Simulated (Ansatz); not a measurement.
## Geometry relaxation, with input and output: W (part 1 of 2)

The run: geometry relaxation of W (slab, 4 atoms in the cell). Method and program: DFT PBE, scalar-relativistic, plane waves, PAW, PAW set soft_1, no spin polarisation (Ansatz 0.2.0).

The structure derives from an entry of the Crystallography Open Database. The input holds or restrains some coordinates. Forces given for the steps count only the free coordinates. Figures and captions count atoms from 1; the log counts them from 0 in places.

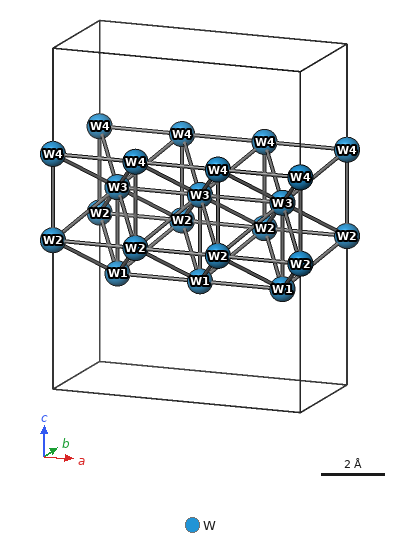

*The input geometry (ball-and-stick view of the 3 × 1 repeat of the cell, with the vacuum cut short, seen slightly off an axis; atoms are numbered from 1 in the order of the input). An atom can appear more than once, as a periodic image.*

### Input
```yaml
crystal:
  lattice:
    - [2.8547213223, 0.0, 0.0]
    - [0.0, 4.0371856108, 0.0]
    - [0.0, 0.0, 18.2820819834]
  atoms:
    - { symbol: W, position: [0.5, 0.5, 0.3828885576] }
    - { symbol: W, position: [0.0, 0.0, 0.4609628525] }
    - { symbol: W, position: [0.5, 0.5, 0.5390371475] }
    - { symbol: W, position: [0.0, 0.0, 0.6171114424] }
basis:
  ecutwfc: 420
kpoints:
  mp_grid: { grid: [10, 7, 1] }
hamiltonian:
  xc: pbe
  pseudopotentials: { kind: paw, azcp: { folder: soft_1 } }
scf:
  occupations: { method: gaussian, width: 0.1 }
output:
  forces: true
  eigenvalues: true
  write_density: true
  write_potential: true
  elf: true
  volumetric_format: npy
relax:
  adjacent_minimum: "off"
  f_tol: 0.03
  max_steps: 50
  constraints: [{ sites: [0, 1] }]
efield:
  axis: 3
  dipole_correction: true
  ramp_width: 0.04
```

Launched with:
```bash
ansatz run input.yaml --threads 1 --pin off --max-ram 3072MiB --backend cpu --events-out ev --progress --plain --runs-dir out
```

### What the program printed
```
Engine: ansatz 0.2.0, aarch64-unknown-linux-gnu
Pseudopotentials: kind: paw
Pseudopotential: W, paw, valence charge 14, recommended cutoff 420 eV (normal), [file]
Functional definition: PBE
  parameter kappa = 0.804
  parameter beta = 0.06672455060314922
  exchange = pbe_x(kappa = kappa, mu = beta*pi^2/3)
  correlation = pbe_c(beta = beta)
Crystal: 4 atoms, lattice volume = 210.702 Å³
Basis set: ecut = 420 eV, 4145 PW (Γ), exchange–correlation on 40×54×250 points (8 copies of the dense FFT grid, shifted against one another)
Bands: 34, of which v1, the nominal top of the filled ones, is band 28 counted from 1 (27 counted from 0)
Symmetry: 4 space group operations
k-points: 24 of 70
Non-local potential: W, projectors of the file, l = 0: 3, l = 1: 2, l = 2: 2, l = 3: 1
PAW form: soft (Blöchl's): semilocal exchange-correlation on the pseudo side does not see the compensation charge
PAW one-centre angular grid: W, 590 points (default); XC on 64 Gauss nodes
Initial density: superposition of atomic densities (neutral atoms: chi_scale 0, normalization atom)
Initial wavefunctions: pseudopotential atomic-orbital guess
Functional: x = pbe(κ = 0.804, μ = 0.2195149727645171), c = pbe(β = 0.06672455060314922)
SCF iter   1: F=—  HF=-41540.677827 eV  |F-HF|=—  |Δ(HF+E_count)|=         —  Δρ=4.88e-2  dr2=3.39e1  ethr=3.10e-3  p=0.000 e·Å  D=6.11e-15 V/Å  ΔV_dip=-0.00 eV  dr2_dipole=4.00e-7  V_vac-E_F(+/−)=6.69/6.69 eV  ⟨swp⟩=8.5  Hψ=3901  notcnv=0
efield: sawtooth ramp at fractional position 0.9800 (placed from the atoms, in the widest stretch of the axis that holds none; the zero of the levels goes with the place), width 0.0400; the density the first Hamiltonian is built on has a dipole p = 0.000 e·Å; the dipole correction subtracts the counter field D = 6.11e-15 V/Å, which shifts the + side's vacuum level by -0.00 eV against the − side's; the planar-averaged density in the ramp window peaks in size at 5.0e-7 e/Å³
preconditioner: auto → LDOS  [metal: Δε(μ)=0.083 eV  Ē_g=4.329 eV  σ=0.100 eV  W_gap=0.43  n_scr=30 (ndim 8)  ℏωp=12.5 eV  f_vac=0.553  D(μ)=2.91/eV (n_scr^D=10)  β→1.0]
SCF iter   2: F=—  HF=-41544.731046 eV  |F-HF|=—  |Δ(HF+E_count)|=    4.05e0  Δρ=7.87e-2  dr2=1.20e2  ethr=3.10e-3  p=0.002 e·Å  D=1.39e-3 V/Å  ΔV_dip=-0.03 eV  dr2_dipole=4.51e-4  V_vac-E_F(+/−)=1.19/1.22 eV  ⟨swp⟩=5.1  Hψ=2296  notcnv=0  defer=24  recentre
SCF iter   3: F=—  HF=-41537.534013 eV  |F-HF|=—  |Δ(HF+E_count)|=    7.20e0  Δρ=1.62e-2  dr2=3.66e0  ethr=3.10e-3  p=0.000 e·Å  D=2.71e-4 V/Å  ΔV_dip=-0.00 eV  dr2_dipole=1.14e-6  V_vac-E_F(+/−)=5.35/5.36 eV  ⟨swp⟩=4.1  Hψ=2159  notcnv=0  defer=22
SCF iter   4: F=—  HF=-41537.167651 eV  |F-HF|=—  |Δ(HF+E_count)|=   3.66e-1  Δρ=6.63e-3  dr2=4.63e-1  ethr=3.10e-3  p=0.000 e·Å  D=1.25e-4 V/Å  ΔV_dip=-0.00 eV  dr2_dipole=2.77e-8  V_vac-E_F(+/−)=4.11/4.11 eV  ⟨swp⟩=3.0  Hψ=1408  notcnv=0  defer=21
SCF iter   5: F=—  HF=-41537.154044 eV  |F-HF|=—  |Δ(HF+E_count)|=   1.36e-2  Δρ=2.34e-3  dr2=5.01e-2  ethr=8.27e-4  p=0.000 e·Å  D=1.38e-4 V/Å  ΔV_dip=-0.00 eV  dr2_dipole=1.52e-9  V_vac-E_F(+/−)=4.11/4.11 eV  ⟨swp⟩=2.0  Hψ=936  notcnv=0  defer=20
SCF iter   6: F=—  HF=-41537.151187 eV  |F-HF|=—  |Δ(HF+E_count)|=   2.86e-3  Δρ=8.87e-4  dr2=1.07e-3  ethr=8.94e-5  p=0.000 e·Å  D=7.21e-5 V/Å  ΔV_dip=-0.00 eV  dr2_dipole=3.25e-8  V_vac-E_F(+/−)=4.15/4.15 eV  ⟨swp⟩=2.0  Hψ=1052  notcnv=0  defer=20
SCF iter   7: F=—  HF=-41537.151781 eV  |F-HF|=—  |Δ(HF+E_count)|=   5.94e-4  Δρ=4.02e-4  dr2=5.97e-4  ethr=1.92e-6  p=0.000 e·Å  D=6.15e-6 V/Å  ΔV_dip=-0.00 eV  dr2_dipole=1.09e-8  V_vac-E_F(+/−)=4.18/4.18 eV  ⟨swp⟩=3.5  Hψ=1740  notcnv=0  defer=20
SCF iter   8: F=—  HF=-41537.151746 eV  |F-HF|=—  |Δ(HF+E_count)|=   3.52e-5  Δρ=2.01e-4  dr2=1.39e-4  ethr=1.07e-6  p=0.000 e·Å  D=2.11e-6 V/Å  ΔV_dip=-0.00 eV  dr2_dipole=2.04e-10  V_vac-E_F(+/−)=4.17/4.17 eV  ⟨swp⟩=1.5  Hψ=885  notcnv=0  defer=20
SCF iter   9: F=-41537.151740 eV  HF=-41537.151744 eV  |F-HF|=4.31e-6  |Δ(HF+E_count)|=   1.91e-6  Δρ=5.90e-5  dr2=9.21e-6  ethr=4.02e-8  p=-0.000 e·Å  D=-3.00e-6 V/Å  ΔV_dip=0.00 eV  dr2_dipole=3.64e-10  V_vac-E_F(+/−)=4.17/4.17 eV  ⟨swp⟩=18.3  Hψ=8510  notcnv=0
SCF 1 converged in 9 iterations: F = -41537.151740 eV  dr2 = 9.21e-6
  greatest PAW one-centre occupation: 0.999 electrons in one spin orbital (limit 2), on the W atom at site 1 (counted from 0), in its partial waves of l = 0
relax step   1: F+E_penalty+E_count = -41537.15173975 eV  Δ(F+E_penalty+E_count) = +0.000e0 eV  max|allowed force component| = 2.201e0 eV/Å  Δτ_max = 0.0000 Å  (9 SCF iters, dr2 threshold 2.25e-5 eV, accepted)
Initial density: handed on by an earlier stage of this run
Initial wavefunctions: those handed on with the density
iter 1 solved again at ethr=2.25e-3 eV; its pass at ethr=3.10e-3 eV (dr2=1.26e0 eV) is discarded
SCF iter   1: F=—  HF=-41537.605979 eV  |F-HF|=—  |Δ(HF+E_count)|=         —  Δρ=1.35e-2  dr2=1.47e0  ethr=2.25e-3  p=-0.000 e·Å  D=-3.00e-6 V/Å  ΔV_dip=0.00 eV  dr2_dipole=2.92e-1  V_vac-E_F(+/−)=4.22/4.22 eV  ⟨swp⟩=1.2  Hψ=3342  notcnv=0  defer=15
efield: sawtooth ramp at fractional position 0.9800 (handed on by an earlier solve), width 0.0400; the density the first Hamiltonian is built on has a dipole p = -0.000 e·Å; the dipole correction subtracts the counter field D = -3.00e-6 V/Å, which shifts the + side's vacuum level by +0.00 eV against the − side's; the planar-averaged density in the ramp window peaks in size at 2.2e-6 e/Å³
preconditioner: auto → LDOS  [metal: Δε(μ)=0.053 eV  Ē_g=3.852 eV  σ=0.100 eV  W_gap=0.29  n_scr=30 (ndim 8)  ℏωp=12.5 eV  f_vac=0.573  D(μ)=4.42/eV (n_scr^D=24)  β→1.0]
SCF iter   2: F=—  HF=-41537.563092 eV  |F-HF|=—  |Δ(HF+E_count)|=   4.29e-2  Δρ=9.18e-3  dr2=1.41e0  ethr=2.25e-3  p=-0.003 e·Å  D=-2.45e-3 V/Å  ΔV_dip=0.04 eV  dr2_dipole=3.30e-1  V_vac-E_F(+/−)=4.11/4.06 eV  ⟨swp⟩=2.4  Hψ=1220  notcnv=0  defer=15
SCF iter   3: F=—  HF=-41537.508465 eV  |F-HF|=—  |Δ(HF+E_count)|=   5.46e-2  Δρ=1.89e-3  dr2=2.02e-2  ethr=2.25e-3  p=-0.006 e·Å  D=-4.83e-3 V/Å  ΔV_dip=0.09 eV  dr2_dipole=1.44e-3  V_vac-E_F(+/−)=4.23/4.14 eV  ⟨swp⟩=2.0  Hψ=1163  notcnv=0  defer=19
SCF iter   4: F=—  HF=-41537.505331 eV  |F-HF|=—  |Δ(HF+E_count)|=   3.13e-3  Δρ=8.08e-4  dr2=1.65e-3  ethr=3.60e-5  p=-0.006 e·Å  D=-5.28e-3 V/Å  ΔV_dip=0.10 eV  dr2_dipole=4.59e-5  V_vac-E_F(+/−)=4.25/4.15 eV  ⟨swp⟩=3.1  Hψ=1495  notcnv=0  defer=19
SCF iter   5: F=—  HF=-41537.505583 eV  |F-HF|=—  |Δ(HF+E_count)|=   2.52e-4  Δρ=3.51e-4  dr2=2.73e-4  ethr=2.95e-6  p=-0.008 e·Å  D=-6.96e-3 V/Å  ΔV_dip=0.13 eV  dr2_dipole=3.37e-5  V_vac-E_F(+/−)=4.27/4.14 eV  ⟨swp⟩=2.1  Hψ=1236  notcnv=0  defer=19
SCF iter   6: F=—  HF=-41537.505777 eV  |F-HF|=—  |Δ(HF+E_count)|=   1.94e-4  Δρ=1.09e-4  dr2=2.82e-5  ethr=4.88e-7  p=-0.009 e·Å  D=-7.54e-3 V/Å  ΔV_dip=0.14 eV  dr2_dipole=5.57e-7  V_vac-E_F(+/−)=4.28/4.15 eV  ⟨swp⟩=2.0  Hψ=1091  notcnv=0  defer=19
SCF iter   7: F=-41537.505792 eV  HF=-41537.505793 eV  |F-HF|=2.82e-7  |Δ(HF+E_count)|=   1.57e-5  Δρ=2.87e-5  dr2=3.30e-6  ethr=5.04e-8  p=-0.009 e·Å  D=-7.84e-3 V/Å  ΔV_dip=0.14 eV  dr2_dipole=2.50e-7  V_vac-E_F(+/−)=4.29/4.15 eV  ⟨swp⟩=19.3  Hψ=8546  notcnv=0
SCF 2 converged in 7 iterations: F = -41537.505792 eV  dr2 = 3.30e-6
  Residual-converged pass: ⟨swp⟩=1.0  Hψ=912  notcnv=0  max |occ|·‖R‖ = 7.0e-9 eV (tolerance 1.0e-8 eV)  dr2=3.30e-6  dr2_onsite=1.70e-8  max |Δocc| = 7.8e-11
relax step   2: F+E_penalty+E_count = -41537.50579248 eV  Δ(F+E_penalty+E_count) = -3.541e-1 eV  max|allowed force component| = 7.022e-1 eV/Å  Δτ_max = 0.1994 Å  (7 SCF iters, dr2 threshold 1.00e-4 eV, accepted)
SCF iter   1: F=—  HF=-41537.693426 eV  |F-HF|=—  |Δ(HF+E_count)|=         —  Δρ=1.43e-2  dr2=2.08e0  ethr=3.10e-3  p=-0.009 e·Å  D=-7.84e-3 V/Å  ΔV_dip=0.14 eV  dr2_dipole=3.28e-1  V_vac-E_F(+/−)=4.33/4.19 eV  ⟨swp⟩=5.3  Hψ=2166  notcnv=0  defer=15
efield: sawtooth ramp at fractional position 0.9800 (handed on by an earlier solve), width 0.0400; the density the first Hamiltonian is built on has a dipole p = -0.009 e·Å; the dipole correction subtracts the counter field D = -7.84e-3 V/Å, which shifts the + side's vacuum level by +0.14 eV against the − side's; the planar-averaged density in the ramp window peaks in size at 2.1e-6 e/Å³
preconditioner: auto → LDOS  [metal: Δε(μ)=0.028 eV  Ē_g=4.015 eV  σ=0.100 eV  W_gap=0.15  n_scr=30 (ndim 8)  ℏωp=12.5 eV  f_vac=0.580  D(μ)=4.17/eV (n_scr^D=24)  β→1.0]
SCF iter   2: F=—  HF=-41537.658462 eV  |F-HF|=—  |Δ(HF+E_count)|=   3.50e-2  Δρ=1.00e-2  dr2=1.33e0  ethr=3.10e-3  p=0.006 e·Å  D=5.26e-3 V/Å  ΔV_dip=-0.10 eV  dr2_dipole=1.28e-1  V_vac-E_F(+/−)=3.98/4.08 eV  ⟨swp⟩=2.1  Hψ=1342  notcnv=0  defer=21
SCF iter   3: F=—  HF=-41537.573076 eV  |F-HF|=—  |Δ(HF+E_count)|=   8.54e-2  Δρ=2.32e-3  dr2=5.44e-2  ethr=2.37e-3  p=-0.007 e·Å  D=-6.25e-3 V/Å  ΔV_dip=0.11 eV  dr2_dipole=4.38e-4  V_vac-E_F(+/−)=4.24/4.12 eV  ⟨swp⟩=2.2  Hψ=1162  notcnv=0  defer=21
SCF iter   4: F=—  HF=-41537.566297 eV  |F-HF|=—  |Δ(HF+E_count)|=   6.78e-3  Δρ=5.22e-4  dr2=1.23e-3  ethr=9.72e-5  p=-0.009 e·Å  D=-7.79e-3 V/Å  ΔV_dip=0.14 eV  dr2_dipole=1.74e-4  V_vac-E_F(+/−)=4.24/4.10 eV  ⟨swp⟩=2.8  Hψ=1299  notcnv=0  defer=20
SCF iter   5: F=—  HF=-41537.566213 eV  |F-HF|=—  |Δ(HF+E_count)|=   8.45e-5  Δρ=1.66e-4  dr2=7.51e-5  ethr=2.21e-6  p=-0.012 e·Å  D=-1.00e-2 V/Å  ΔV_dip=0.18 eV  dr2_dipole=1.08e-6  V_vac-E_F(+/−)=4.27/4.09 eV  ⟨swp⟩=2.8  Hψ=1461  notcnv=0  defer=19
SCF iter   6: F=-41537.566224 eV  HF=-41537.566234 eV  |F-HF|=1.05e-5  |Δ(HF+E_count)|=   2.17e-5  Δρ=6.24e-5  dr2=2.05e-5  ethr=5.50e-8  p=-0.013 e·Å  D=-1.08e-2 V/Å  ΔV_dip=0.20 eV  dr2_dipole=7.85e-8  V_vac-E_F(+/−)=4.28/4.08 eV  ⟨swp⟩=19.5  Hψ=9105  notcnv=0
SCF 3 converged in 6 iterations: F = -41537.566224 eV  dr2 = 2.05e-5
  Residual-converged pass: ⟨swp⟩=1.0  Hψ=912  notcnv=0  max |occ|·‖R‖ = 7.1e-9 eV (tolerance 1.0e-8 eV)  dr2=2.05e-5  dr2_onsite=9.18e-8  max |Δocc| = 1.3e-10
  greatest PAW one-centre occupation: 0.999 electrons in one spin orbital (limit 2), on the W atom at site 2 (counted from 0), in its partial waves of l = 0
relax step   3: F+E_penalty+E_count = -41537.56622401 eV  Δ(F+E_penalty+E_count) = -6.043e-2 eV  max|allowed force component| = 3.024e-1 eV/Å  Δτ_max = 0.1502 Å  (6 SCF iters, dr2 threshold 3.08e-5 eV, accepted)
SCF iter   1: F=—  HF=-41537.571008 eV  |F-HF|=—  |Δ(HF+E_count)|=         —  Δρ=1.75e-3  dr2=1.03e-2  ethr=6.59e-4  p=-0.013 e·Å  D=-1.08e-2 V/Å  ΔV_dip=0.20 eV  dr2_dipole=1.59e-5  V_vac-E_F(+/−)=4.28/4.08 eV  ⟨swp⟩=2.0  Hψ=1339  notcnv=0  defer=19
efield: sawtooth ramp at fractional position 0.9800 (handed on by an earlier solve), width 0.0400; the density the first Hamiltonian is built on has a dipole p = -0.013 e·Å; the dipole correction subtracts the counter field D = -1.08e-2 V/Å, which shifts the + side's vacuum level by +0.20 eV against the − side's; the planar-averaged density in the ramp window peaks in size at 2.3e-6 e/Å³
preconditioner: auto → LDOS  [metal: Δε(μ)=0.007 eV  Ē_g=3.936 eV  σ=0.100 eV  W_gap=0.04  n_scr=30 (ndim 8)  ℏωp=12.5 eV  f_vac=0.577  D(μ)=4.66/eV (n_scr^D=24)  β→1.0]
SCF iter   2: F=—  HF=-41537.570796 eV  |F-HF|=—  |Δ(HF+E_count)|=   2.12e-4  Δρ=8.62e-4  dr2=7.11e-3  ethr=1.84e-5  p=-0.012 e·Å  D=-1.07e-2 V/Å  ΔV_dip=0.20 eV  dr2_dipole=3.06e-5  V_vac-E_F(+/−)=4.29/4.10 eV  ⟨swp⟩=2.0  Hψ=1304  notcnv=0  defer=17
SCF iter   3: F=—  HF=-41537.570136 eV  |F-HF|=—  |Δ(HF+E_count)|=   6.60e-4  Δρ=2.37e-4  dr2=4.29e-4  ethr=1.27e-5  p=-0.012 e·Å  D=-1.01e-2 V/Å  ΔV_dip=0.18 eV  dr2_dipole=2.02e-5  V_vac-E_F(+/−)=4.28/4.09 eV  ⟨swp⟩=2.1  Hψ=1100  notcnv=0  defer=17
SCF iter   4: F=—  HF=-41537.570079 eV  |F-HF|=—  |Δ(HF+E_count)|=   5.69e-5  Δρ=5.17e-5  dr2=9.69e-6  ethr=7.67e-7  p=-0.012 e·Å  D=-1.02e-2 V/Å  ΔV_dip=0.19 eV  dr2_dipole=8.56e-7  V_vac-E_F(+/−)=4.28/4.09 eV  ⟨swp⟩=3.0  Hψ=1329  notcnv=0  defer=17
SCF iter   5: F=-41537.570081 eV  HF=-41537.570081 eV  |F-HF|=2.30e-7  |Δ(HF+E_count)|=   1.53e-6  Δρ=2.12e-5  dr2=1.44e-6  ethr=1.66e-8  p=-0.012 e·Å  D=-1.01e-2 V/Å  ΔV_dip=0.18 eV  dr2_dipole=1.16e-9  V_vac-E_F(+/−)=4.28/4.09 eV  ⟨swp⟩=17.3  Hψ=7862  notcnv=0
SCF 4 converged in 5 iterations: F = -41537.570081 eV  dr2 = 1.44e-6
relax step   4: F+E_penalty+E_count = -41537.57008080 eV  Δ(F+E_penalty+E_count) = -3.857e-3 eV  max|allowed force component| = 2.191e-2 eV/Å  Δτ_max = 0.0245 Å  (5 SCF iters, dr2 threshold 9.31e-6 eV, accepted)
iter 1 solved again at ethr=2.57e-9 eV; its pass at ethr=3.10e-3 eV (dr2=1.44e-6 eV) is discarded
SCF iter   1: F=—  HF=-41537.570074 eV  |F-HF|=—  |Δ(HF+E_count)|=         —  Δρ=2.12e-5  dr2=1.44e-6  ethr=2.57e-9  p=-0.012 e·Å  D=-1.01e-2 V/Å  ΔV_dip=0.18 eV  dr2_dipole=1.19e-9  V_vac-E_F(+/−)=4.28/4.09 eV  ⟨swp⟩=1.0  Hψ=2208  notcnv=0
efield: sawtooth ramp at fractional position 0.9800 (handed on by an earlier solve), width 0.0400; the density the first Hamiltonian is built on has a dipole p = -0.012 e·Å; the dipole correction subtracts the counter field D = -1.01e-2 V/Å, which shifts the + side's vacuum level by +0.18 eV against the − side's; the planar-averaged density in the ramp window peaks in size at 2.3e-6 e/Å³
preconditioner: auto → LDOS  [metal: Δε(μ)=0.014 eV  Ē_g=3.939 eV  σ=0.100 eV  W_gap=0.08  n_scr=30 (ndim 8)  ℏωp=12.5 eV  f_vac=0.577  D(μ)=4.65/eV (n_scr^D=24)  β→1.0]
SCF iter   2: F=—  HF=-41537.570082 eV  |F-HF|=—  |Δ(HF+E_count)|=   7.36e-6  Δρ=1.26e-5  dr2=1.16e-6  ethr=2.56e-9  p=-0.012 e·Å  D=-1.00e-2 V/Å  ΔV_dip=0.18 eV  dr2_dipole=8.54e-9  V_vac-E_F(+/−)=4.28/4.09 eV  ⟨swp⟩=2.0  Hψ=1204  notcnv=0
SCF iter   3: F=—  HF=-41537.570081 eV  |F-HF|=—  |Δ(HF+E_count)|=   4.74e-8  Δρ=6.18e-6  dr2=1.94e-7  ethr=2.07e-9  p=-0.012 e·Å  D=-1.00e-2 V/Å  ΔV_dip=0.18 eV  dr2_dipole=2.45e-10  V_vac-E_F(+/−)=4.28/4.09 eV  ⟨swp⟩=2.0  Hψ=1127  notcnv=0
SCF iter   4: F=-41537.570082 eV  HF=-41537.570082 eV  |F-HF|=5.15e-9  |Δ(HF+E_count)|=   6.47e-8  Δρ=2.12e-6  dr2=1.74e-8  ethr=1.79e-10  p=-0.012 e·Å  D=-9.99e-3 V/Å  ΔV_dip=0.18 eV  dr2_dipole=2.17e-13  V_vac-E_F(+/−)=4.27/4.09 eV  ⟨swp⟩=11.2  Hψ=5988  notcnv=0
SCF 5 converged in 4 iterations: F = -41537.570082 eV  dr2 = 1.74e-8
relax step   5: F+E_penalty+E_count = -41537.57008155 eV  Δ(F+E_penalty+E_count) = -7.465e-7 eV  max|allowed force component| = 2.241e-2 eV/Å  Δτ_max = 0.0000 Å  (4 SCF iters, accepted)
```
